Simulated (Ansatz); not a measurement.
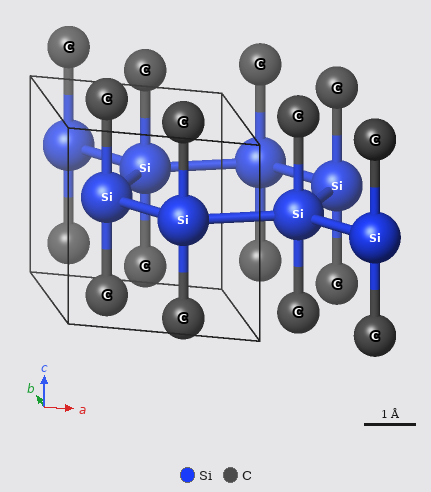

*The input geometry (ball-and-stick view of the cell of the calculation, repeated 2 × 2 × 1, seen slightly off an axis). An atom can appear more than once, as a periodic image.*

Near neighbours in the periodic cell (some may lie outside the picture): Si has 2 C at 2.00 Å and 3 Si at 2.30 Å; C has 2 Si at 2.00 Å.

Geometry relaxation of SiC (part 1 of 2)

The run: geometry relaxation of SiC (P6/mmm, 4 atoms in the cell). Method and program: DFT PBE, scalar-relativistic, plane waves, PAW, no spin polarisation (Ansatz 0.2.0).

The structure was made by a generator, so it may or may not be a known phase.

## Log
```
Engine: ansatz 0.2.0, x86_64-unknown-linux-gnu
Pseudopotentials: kind: paw
Pseudopotential: Si, paw, valence charge 4, recommended cutoff 420 eV (normal), Si.paw.azcp
Pseudopotential: C, paw, valence charge 4, recommended cutoff 420 eV (normal), C.paw.azcp
Functional definition: PBE
  parameter kappa = 0.804
  parameter beta = 0.06672455060314922
  exchange = pbe_x(kappa = kappa, mu = beta*pi^2/3)
  correlation = pbe_c(beta = beta)
Crystal: 4 atoms, lattice volume = 55.057 Å³
Basis set: ecut = 420 eV, 1081 PW (Γ), exchange–correlation on 54×54×54 points (8 copies of the dense FFT grid, shifted against one another)
Bands: 12, of which v1, the nominal top of the filled ones, is band 8 counted from 1 (7 counted from 0)
Symmetry: 24 space group operations
Space group: P6/mmm (ITA 191), of the structure as read, at distance tolerance 3.8e-5 Å
k-points: 133 of 1728
Non-local potential: Si, projectors of the file, l = 0: 2, l = 1: 2, l = 2: 2
Non-local potential: C, projectors of the file, l = 0: 2, l = 1: 2, l = 2: 1
PAW form: soft (Blöchl's): semilocal exchange-correlation on the pseudo side does not see the compensation charge
PAW one-centre angular grid: Si, 110 points (default); XC on 64 Gauss nodes
PAW one-centre angular grid: C, 110 points (default); XC on 64 Gauss nodes
Initial density: superposition of atomic densities (neutral atoms: chi_scale 0, normalization atom), corrected by the library's trained network
Initial wavefunctions: pseudopotential atomic-orbital guess
Functional: x = pbe(κ = 0.804, μ = 0.2195149727645171), c = pbe(β = 0.06672455060314922)
SCF iter   1: F=—  HF=-1765.822135 eV  |F-HF|=—  |Δ(HF+E_count)|=         —  Δρ=8.70e-3  dr2=2.17e-2  ethr=1.77e-3  ⟨swp⟩=5.7  Hψ=10925  notcnv=0
preconditioner: auto → none  [metal: Δε(μ)=0.006 eV  Ē_g=8.161 eV  σ=0.100 eV  W_gap=0.03  n_scr=8 (ndim 8)  ℏωp=20.0 eV  f_vac=0.010  D(μ)=2.90/eV (n_scr^D=20)  sad-step TF]
SCF iter   2: F=—  HF=-1765.820316 eV  |F-HF|=—  |Δ(HF+E_count)|=   1.82e-3  Δρ=4.55e-3  dr2=6.79e-3  ethr=1.36e-4  ⟨swp⟩=1.0  Hψ=2660  notcnv=0
SCF iter   3: F=—  HF=-1765.819974 eV  |F-HF|=—  |Δ(HF+E_count)|=   3.41e-4  Δρ=4.25e-4  dr2=1.69e-4  ethr=4.25e-5  ⟨swp⟩=2.4  Hψ=2507  notcnv=0
SCF iter   4: F=—  HF=-1765.819950 eV  |F-HF|=—  |Δ(HF+E_count)|=   2.43e-5  Δρ=1.28e-4  dr2=4.94e-6  ethr=1.05e-6  ⟨swp⟩=2.6  Hψ=2626  notcnv=0
SCF iter   5: F=—  HF=-1765.819891 eV  |F-HF|=—  |Δ(HF+E_count)|=   5.95e-5  Δρ=2.03e-5  dr2=1.96e-7  ethr=3.08e-8  ⟨swp⟩=2.0  Hψ=2602  notcnv=0
SCF iter   6: F=-1765.819891 eV  HF=-1765.819891 eV  |F-HF|=1.82e-8  |Δ(HF+E_count)|=   1.25e-7  Δρ=6.14e-6  dr2=3.42e-8  ethr=6.25e-10  ⟨swp⟩=10.0  Hψ=12308  notcnv=0
SCF 1 converged in 6 iterations: F = -1765.819891 eV  dr2 = 3.42e-8
  greatest PAW one-centre occupation: 0.720 electrons in one spin orbital (limit 2), on the C atom at site 3 (counted from 0), in its partial waves of l = 0
relax step   1: F+E_penalty+E_count = -1765.81989071 eV  Δ(F+E_penalty+E_count) = +0.000e0 eV  max|allowed force component| = 1.258e-15 eV/Å  Δτ_max = 0.0000 Å  P = -0.041 GPa  Ω = 55.057 Å³  (6 SCF iters, dr2 threshold 1.00e-7 eV, accepted)
Crystal: 4 atoms, lattice volume = 55.166 Å³
Initial density: handed on by an earlier stage of this run
Initial wavefunctions: those handed on with the density
iter 1 solved again at ethr=9.38e-7 eV; its pass at ethr=3.10e-3 eV (dr2=1.50e-4 eV) is discarded
SCF iter   1: F=—  HF=-1765.821295 eV  |F-HF|=—  |Δ(HF+E_count)|=         —  Δρ=5.15e-4  dr2=1.86e-4  ethr=9.38e-7  ⟨swp⟩=2.5  Hψ=11248  notcnv=0
preconditioner: auto → none  [metal: Δε(μ)=0.006 eV  Ē_g=8.151 eV  σ=0.100 eV  W_gap=0.03  n_scr=8 (ndim 8)  ℏωp=20.0 eV  f_vac=0.003  D(μ)=2.94/eV (n_scr^D=20)]
SCF iter   2: F=—  HF=-1765.821185 eV  |F-HF|=—  |Δ(HF+E_count)|=   1.11e-4  Δρ=1.63e-4  dr2=1.08e-5  ethr=9.38e-7  ⟨swp⟩=2.4  Hψ=2468  notcnv=0
SCF iter   3: F=—  HF=-1765.821183 eV  |F-HF|=—  |Δ(HF+E_count)|=   2.00e-6  Δρ=3.62e-5  dr2=5.22e-7  ethr=6.74e-8  ⟨swp⟩=1.6  Hψ=2128  notcnv=0
iter 4 did not close the SCF: its close was put off for the readings that it lacked (scf_convergence_deferred on its scf_iter line)
SCF iter   4: F=-1765.821183 eV  HF=-1765.821183 eV  |F-HF|=9.37e-9  |Δ(HF+E_count)|=   1.07e-7  Δρ=5.13e-6  dr2=8.13e-9  ethr=3.27e-9  ⟨swp⟩=2.4  Hψ=2685  notcnv=0
iter 5 did not close the SCF: its close was put off for the readings that it lacked (scf_convergence_deferred on its scf_iter line)
SCF iter   5: F=-1765.821183 eV  HF=-1765.821183 eV  |F-HF|=6.05e-11  |Δ(HF+E_count)|=   1.06e-8  Δρ=4.07e-7  dr2=1.28e-10  ethr=5.08e-11  ⟨swp⟩=2.2  Hψ=2604  notcnv=0
SCF iter   6: F=-1765.821183 eV  HF=-1765.821183 eV  |F-HF|=4.55e-12  |Δ(HF+E_count)|=  1.15e-10  Δρ=7.23e-8  dr2=1.87e-12  ethr=1.00e-12  ⟨swp⟩=4.5  Hψ=8133  notcnv=0
SCF 2 converged in 6 iterations: F = -1765.821183 eV  dr2 = 1.87e-12
relax step   2: F+E_penalty+E_count = -1765.82118281 eV  Δ(F+E_penalty+E_count) = -1.292e-3 eV  max|allowed force component| = 1.531e-15 eV/Å  Δτ_max = 0.0000 Å  P = -0.118 GPa  Ω = 55.166 Å³  energy of the carried Pulay correction = -1.170e-4 eV  (6 SCF iters, dr2 threshold 4.00e-7 eV, accepted)
Crystal: 4 atoms, lattice volume = 55.148 Å³
iter 1 solved again at ethr=8.06e-6 eV; its pass at ethr=3.10e-3 eV (dr2=1.29e-3 eV) is discarded
SCF iter   1: F=—  HF=-1765.823007 eV  |F-HF|=—  |Δ(HF+E_count)|=         —  Δρ=1.78e-3  dr2=1.67e-3  ethr=8.06e-6  ⟨swp⟩=2.6  Hψ=11639  notcnv=0
preconditioner: auto → none  [metal: Δε(μ)=0.006 eV  Ē_g=8.144 eV  σ=0.100 eV  W_gap=0.04  n_scr=8 (ndim 8)  ℏωp=20.0 eV  f_vac=0.003  D(μ)=2.87/eV (n_scr^D=20)]
SCF iter   2: F=—  HF=-1765.822524 eV  |F-HF|=—  |Δ(HF+E_count)|=   4.83e-4  Δρ=5.58e-4  dr2=1.14e-4  ethr=8.06e-6  ⟨swp⟩=2.5  Hψ=2556  notcnv=0
SCF iter   3: F=—  HF=-1765.822448 eV  |F-HF|=—  |Δ(HF+E_count)|=   7.61e-5  Δρ=8.80e-5  dr2=2.82e-6  ethr=7.10e-7  ⟨swp⟩=2.0  Hψ=2598  notcnv=0
iter 4 did not close the SCF: its close was put off for the readings that it lacked (scf_convergence_deferred on its scf_iter line)
SCF iter   4: F=-1765.822448 eV  HF=-1765.822448 eV  |F-HF|=7.42e-8  |Δ(HF+E_count)|=   1.94e-7  Δρ=1.69e-5  dr2=7.58e-8  ethr=1.76e-8  ⟨swp⟩=2.1  Hψ=2600  notcnv=0
iter 5 did not close the SCF: its close was put off for the readings that it lacked (scf_convergence_deferred on its scf_iter line)
SCF iter   5: F=-1765.822448 eV  HF=-1765.822448 eV  |F-HF|=1.09e-9  |Δ(HF+E_count)|=   8.12e-8  Δρ=2.05e-6  dr2=1.30e-9  ethr=4.74e-10  ⟨swp⟩=2.6  Hψ=2731  notcnv=0
SCF iter   6: F=-1765.822448 eV  HF=-1765.822448 eV  |F-HF|=1.09e-11  |Δ(HF+E_count)|=   1.46e-9  Δρ=1.36e-7  dr2=6.46e-12  ethr=8.10e-12  ⟨swp⟩=5.0  Hψ=8761  notcnv=0
SCF 3 converged in 6 iterations: F = -1765.822448 eV  dr2 = 6.46e-12
  greatest PAW one-centre occupation: 0.721 electrons in one spin orbital (limit 2), on the C atom at site 3 (counted from 0), in its partial waves of l = 0
relax step   3: F+E_penalty+E_count = -1765.82244794 eV  Δ(F+E_penalty+E_count) = -1.265e-3 eV  max|allowed force component| = 1.628e-15 eV/Å  Δτ_max = 0.0000 Å  P = +0.435 GPa  Ω = 55.148 Å³  energy of the carried Pulay correction = -5.212e-5 eV  (6 SCF iters, dr2 threshold 4.00e-7 eV, accepted)
Crystal: 4 atoms, lattice volume = 55.393 Å³
iter 1 solved again at ethr=9.75e-7 eV; its pass at ethr=3.10e-3 eV (dr2=1.56e-4 eV) is discarded
SCF iter   1: F=—  HF=-1765.822533 eV  |F-HF|=—  |Δ(HF+E_count)|=         —  Δρ=5.56e-4  dr2=1.63e-4  ethr=9.75e-7  ⟨swp⟩=2.6  Hψ=11306  notcnv=0
preconditioner: auto → none  [metal: Δε(μ)=0.007 eV  Ē_g=8.124 eV  σ=0.100 eV  W_gap=0.04  n_scr=8 (ndim 8)  ℏωp=20.0 eV  f_vac=0.003  D(μ)=2.87/eV (n_scr^D=20)]
SCF iter   2: F=—  HF=-1765.822423 eV  |F-HF|=—  |Δ(HF+E_count)|=   1.10e-4  Δρ=1.71e-4  dr2=1.64e-5  ethr=9.75e-7  ⟨swp⟩=2.0  Hψ=2651  notcnv=0
iter 3 did not close the SCF: its close was put off for the readings that it lacked (scf_convergence_deferred on its scf_iter line)
SCF iter   3: F=-1765.822418 eV  HF=-1765.822418 eV  |F-HF|=3.33e-8  |Δ(HF+E_count)|=   5.36e-6  Δρ=2.04e-5  dr2=1.91e-7  ethr=1.03e-7  ⟨swp⟩=2.3  Hψ=2657  notcnv=0
iter 4 did not close the SCF: its close was put off for the readings that it lacked (scf_convergence_deferred on its scf_iter line)
SCF iter   4: F=-1765.822418 eV  HF=-1765.822418 eV  |F-HF|=8.31e-9  |Δ(HF+E_count)|=   6.06e-8  Δρ=6.12e-6  dr2=1.56e-8  ethr=1.19e-9  ⟨swp⟩=2.6  Hψ=2662  notcnv=0
iter 5 did not close the SCF: its close was put off for the readings that it lacked (scf_convergence_deferred on its scf_iter line)
SCF iter   5: F=-1765.822418 eV  HF=-1765.822418 eV  |F-HF|=1.84e-10  |Δ(HF+E_count)|=   1.16e-8  Δρ=4.13e-7  dr2=9.83e-11  ethr=9.74e-11  ⟨swp⟩=2.5  Hψ=2618  notcnv=0
SCF iter   6: F=-1765.822418 eV  HF=-1765.822418 eV  |F-HF|=5.91e-12  |Δ(HF+E_count)|=  2.23e-10  Δρ=7.20e-8  dr2=2.10e-12  ethr=1.00e-12  ⟨swp⟩=4.4  Hψ=8084  notcnv=0
SCF 4 converged in 6 iterations: F = -1765.822418 eV  dr2 = 2.10e-12
relax step   4: F+E_penalty+E_count = -1765.82241788 eV  Δ(F+E_penalty+E_count) = +3.006e-5 eV  max|allowed force component| = 6.222e-16 eV/Å  Δτ_max = 0.0000 Å  P = -0.171 GPa  Ω = 55.393 Å³  energy of the carried Pulay correction = -3.510e-4 eV  (6 SCF iters, dr2 threshold 4.00e-7 eV, accepted)
Crystal: 4 atoms, lattice volume = 55.305 Å³
iter 1 solved again at ethr=7.46e-8 eV; its pass at ethr=3.10e-3 eV (dr2=1.19e-5 eV) is discarded
SCF iter   1: F=—  HF=-1765.822623 eV  |F-HF|=—  |Δ(HF+E_count)|=         —  Δρ=1.13e-4  dr2=1.15e-5  ethr=7.46e-8  ⟨swp⟩=2.7  Hψ=11203  notcnv=0
preconditioner: auto → none  [metal: Δε(μ)=0.007 eV  Ē_g=8.133 eV  σ=0.100 eV  W_gap=0.04  n_scr=8 (ndim 8)  ℏωp=20.0 eV  f_vac=0.003  D(μ)=2.89/eV (n_scr^D=20)]
SCF iter   2: F=—  HF=-1765.822567 eV  |F-HF|=—  |Δ(HF+E_count)|=   5.57e-5  Δρ=3.92e-5  dr2=1.13e-6  ethr=7.18e-8  ⟨swp⟩=2.0  Hψ=2656  notcnv=0
iter 3 did not close the SCF: its close was put off for the readings that it lacked (scf_convergence_deferred on its scf_iter line)
SCF iter   3: F=-1765.822567 eV  HF=-1765.822567 eV  |F-HF|=3.81e-9  |Δ(HF+E_count)|=   2.41e-7  Δρ=7.73e-6  dr2=3.15e-8  ethr=7.06e-9  ⟨swp⟩=2.1  Hψ=2669  notcnv=0
iter 4 did not close the SCF: its close was put off for the readings that it lacked (scf_convergence_deferred on its scf_iter line)
SCF iter   4: F=-1765.822567 eV  HF=-1765.822567 eV  |F-HF|=1.44e-9  |Δ(HF+E_count)|=   1.00e-8  Δρ=1.91e-6  dr2=1.77e-9  ethr=1.97e-10  ⟨swp⟩=2.5  Hψ=2624  notcnv=0
iter 5 did not close the SCF: its close was put off for the readings that it lacked (scf_convergence_deferred on its scf_iter line)
SCF iter   5: F=-1765.822567 eV  HF=-1765.822567 eV  |F-HF|=4.30e-11  |Δ(HF+E_count)|=   1.83e-9  Δρ=2.50e-7  dr2=2.36e-11  ethr=1.10e-11  ⟨swp⟩=2.4  Hψ=2609  notcnv=0
SCF iter   6: F=-1765.822567 eV  HF=-1765.822567 eV  |F-HF|=4.55e-13  |Δ(HF+E_count)|=  5.23e-11  Δρ=3.57e-8  dr2=4.80e-13  ethr=1.00e-12  ⟨swp⟩=4.4  Hψ=7440  notcnv=0
SCF 5 converged in 6 iterations: F = -1765.822567 eV  dr2 = 4.80e-13
relax step   5: F+E_penalty+E_count = -1765.82256702 eV  Δ(F+E_penalty+E_count) = -1.491e-4 eV  max|allowed force component| = 1.388e-15 eV/Å  Δτ_max = 0.0000 Å  P = +0.000 GPa  Ω = 55.305 Å³  energy of the carried Pulay correction = -2.477e-4 eV  (6 SCF iters, accepted)
Initial wavefunctions: pseudopotential atomic-orbital guess (no wavefunctions were taken with the density)
iter 1 solved again at ethr=4.15e-7 eV; its pass at ethr=3.10e-3 eV (dr2=6.64e-5 eV) is discarded
SCF iter   1: F=—  HF=-1765.822929 eV  |F-HF|=—  |Δ(HF+E_count)|=         —  Δρ=2.85e-5  dr2=5.42e-8  ethr=4.15e-7  ⟨swp⟩=3.1  Hψ=15382  notcnv=0
eigensolver tolerance schedule: the retry pair's looser diagonalisation over-reported the residual by 1224.62 of it (diagonalisation noise at 0.20 of the residual, at the tolerance the schedule requests for it); recorded, not acted on — ethr = c·dr2/N_el stays at c = 1.0e-1
preconditioner: auto → none  [metal: Δε(μ)=0.006 eV  Ē_g=8.133 eV  σ=0.100 eV  W_gap=0.03  n_scr=8 (ndim 8)  ℏωp=20.0 eV  f_vac=0.003  D(μ)=2.89/eV (n_scr^D=20)]
SCF iter   2: F=—  HF=-1765.822875 eV  |F-HF|=—  |Δ(HF+E_count)|=   5.39e-5  Δρ=1.39e-5  dr2=1.67e-8  ethr=3.39e-10  ⟨swp⟩=3.2  Hψ=3392  notcnv=0
SCF iter   3: F=—  HF=-1765.822875 eV  |F-HF|=—  |Δ(HF+E_count)|=   8.82e-8  Δρ=5.79e-6  dr2=2.13e-9  ethr=1.04e-10  ⟨swp⟩=2.1  Hψ=2550  notcnv=0
SCF iter   4: F=—  HF=-1765.822875 eV  |F-HF|=—  |Δ(HF+E_count)|=   2.02e-8  Δρ=5.86e-7  dr2=9.43e-11  ethr=1.33e-11  ⟨swp⟩=2.0  Hψ=2650  notcnv=0
iter 5 did not close the SCF: its close was put off for the readings that it lacked (scf_convergence_deferred on its scf_iter line)
SCF iter   5: F=-1765.822875 eV  HF=-1765.822875 eV  |F-HF|=8.64e-12  |Δ(HF+E_count)|=  1.09e-10  Δρ=2.30e-7  dr2=2.14e-11  ethr=1.00e-12  ⟨swp⟩=2.5  Hψ=2710  notcnv=0
SCF iter   6: F=-1765.822875 eV  HF=-1765.822875 eV  |F-HF|=6.82e-13  |Δ(HF+E_count)|=  2.05e-12  Δρ=6.82e-8  dr2=1.43e-12  ethr=1.00e-12  ⟨swp⟩=4.1  Hψ=6985  notcnv=0
SCF 6 converged in 6 iterations: F = -1765.822875 eV  dr2 = 1.43e-12
relax step   6: F+E_penalty+E_count = -1765.82287495 eV  Δ(F+E_penalty+E_count) = -3.079e-4 eV  max|allowed force component| = 1.184e-15 eV/Å  Δτ_max = 0.0000 Å  P = +0.008 GPa  Ω = 55.305 Å³  stress off target by 1.56e-2 GPa  SCF on the basis re-selected at this cell (its energy is not comparable with the rows above)  (6 SCF iters)
```

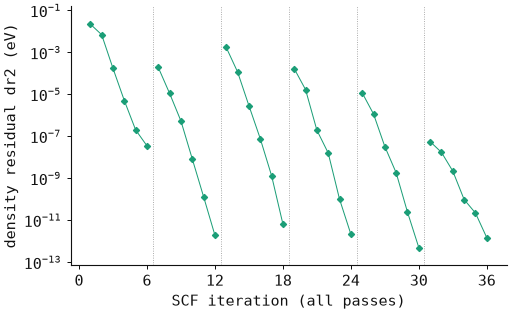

*Convergence of the self-consistent field: density residual dr2 against the SCF iteration. The dotted lines part the SCF passes of the relaxation: geometry steps, rejected trials and re-solves on a re-selected basis.*

The 6 passes take 6 iterations each, 36 in all.

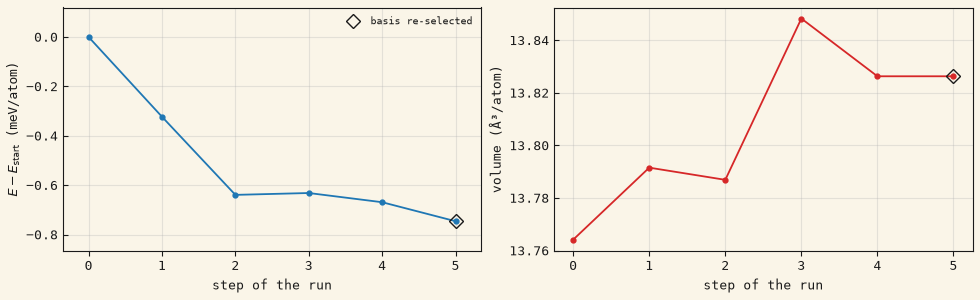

*Progress of the relaxation, step by step (the first geometry is step 0 here and step 1 in the log).*
